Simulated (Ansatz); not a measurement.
System: In.

Input file:

```
crystal:
  lattice:
    - [-1.6468602161, 1.6468602161, 2.5062524172]
    - [1.6468602161, -1.6468602161, 2.5062524172]
    - [1.6468602161, 1.6468602161, -2.5062524172]
  atoms:
    - { symbol: In, position: [0.0, 0.0, 0.0] }
hamiltonian:
  xc: pbe
  pseudopotentials: { kind: paw }
kpoints:
  mp_grid: { grid: [11, 11, 11] }
scf:
  occupations: { method: fermi_dirac, width: 0.05 }
output:
  forces: true
  stress: true
  eigenvalues: true
  write_density: true
  write_potential: true
  elf: true
  volumetric_format: npy
```

Run with:

```sh
ansatz run input.yaml --threads 2 --pin off --max-ram 5632MiB --backend cpu --events-out ev --progress --plain --runs-dir out
```

Below, planes, directions and counts refer to the conventional cell (a = 3.29 Å, b = 3.29 Å, c = 5.01 Å, α = 90.00°, β = 90.00°, γ = 90.00°).

Space group I4/mmm.

Computed with Ansatz, Kohn-Sham DFT of a periodic cell, PBE, Ansatz PAW.

**What can the converged valence pseudo-density and electron localisation function tell about the bonding?**

In–In (3.29 Å): the density is about 0.14 e/Å³ at the midpoint; the ELF is about 0.30 at the midpoint; no shared electron pair shows on this line.

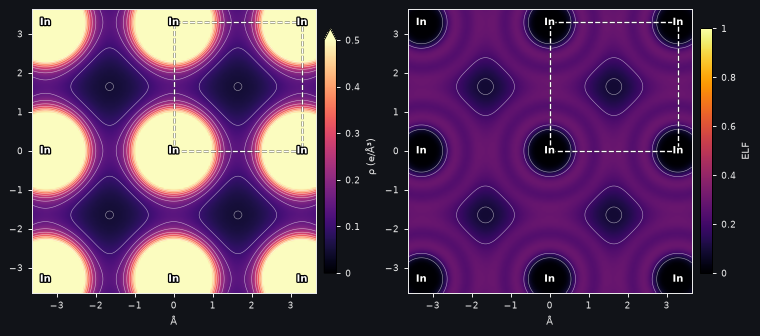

Computed valence pseudo-density and electron localisation function on the (001) plane of the conventional cell, in this order. 
